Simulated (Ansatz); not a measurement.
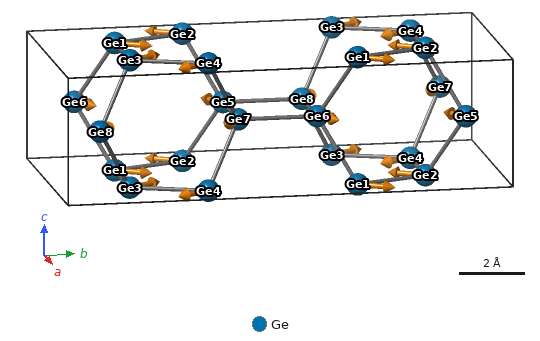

One vibrational mode of crystalline Ge (a generated structure) at the zone centre. Displacements are drawn as orange arrows; their common scale and sign are arbitrary. Style: ball-and-stick. Shown: the conventional cell (2 times the calculation's cell), slightly off an axis. Lengths and directions refer to the drawn axes.

All numbers below come from Ansatz 0.2.0, DFT PBE, scalar-relativistic, plane waves, PAW. Settings: plane-wave cutoff 420 eV; k-point mesh 6 × 6 × 10; occupations gaussian; smearing width 0.1 eV; no spin polarisation.

Frequencies are those without the non-analytic (LO–TO) term.

**What mode is this, and where does it lie in the spectrum?**

This is the A_g mode at 24.3 meV, optical level 10 of 20, counted from below, Raman-active by symmetry. Atoms of one kind move against one another, with no net shift of any sublattice.
